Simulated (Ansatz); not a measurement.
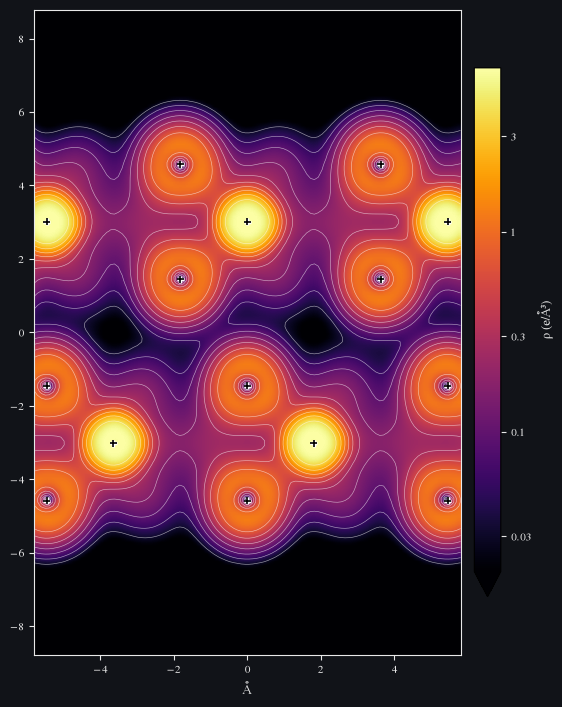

The valence charge density (pseudo) on a plane through atoms (crosses mark nuclei in the plane).

These are results of Ansatz 0.2.0, DFT PBE+D3(BJ), scalar-relativistic, plane waves, PAW, not measurements.

Candidates:
A. MoS$_{2}$ (slab), a = 3.15 Å, b = 3.15 Å, c = 26.12 Å, α = 90.00°, β = 90.00°, γ = 120.00°. Computed without spin polarisation.
B. Mo$_{2}$HS$_{4}$ (slab), a = 3.15 Å, b = 3.15 Å, c = 28.12 Å, α = 90.00°, β = 90.00°, γ = 120.00°. Spin-polarised.
C. CaF$_{2}$, a = 5.47 Å, b = 5.47 Å, c = 5.47 Å, α = 90.00°, β = 90.00°, γ = 90.00°. Space group Fm-3m.

Which system is this?

Candidate A: MoS$_{2}$ on the (110) plane of the calculation cell, a cut from vacuum to vacuum, which holds S and Mo. Mo–S (2.40 Å): the density is about 0.61 e/Å³ at the midpoint.
